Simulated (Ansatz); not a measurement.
```xyz
8
Lattice="4.1715 0.0000 0.0000 0.0000 4.1715 0.0000 0.0000 0.0000 4.1715" Properties=species:S:1:pos:R:3 pbc="T T T"
Ti    0.0000    0.0000    0.0000
Ti    2.0857    2.0857    0.0000
Ti    2.0857    0.0000    2.0857
Ti    0.0000    2.0857    2.0857
N     2.0857    0.0000    0.0000
N     0.0000    2.0857    0.0000
N     0.0000    0.0000    2.0857
N     2.0857    2.0857    2.0857
```

Space group Fm-3m; computed without spin polarisation.

All numbers below come from Ansatz 0.2.0, DFT LDA, scalar-relativistic, plane waves, PAW.

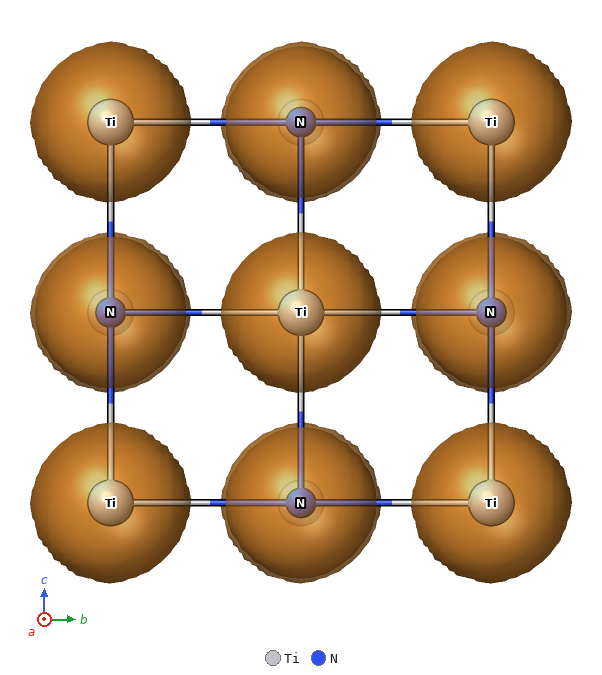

TiN. Isosurface of the valence electron density at 0.8 e/Å³ (orange), seen along the a axis. Sticks mark near contacts.

The density is the valence pseudo-density of a PAW calculation; it isn't the true density close to the nuclei.

What does this surface tell about the bonding?

At this value the density breaks into separate islands; it holds about 70 % of the electrons treated as valence (semicore included). It bridges none of the near contacts. It is pinched off along the shortest Ti–N (2.09 Å) contacts. On the grid the lowest density along these lines, outside the cores, is 0.55 e/Å³ (Ti–N, 2.09 Å).

Metal or insulator at this level of theory?

It is gapless in this calculation (a metal or semimetal); semilocal functionals without U, or without the true magnetic order, often close the gap of such compounds.
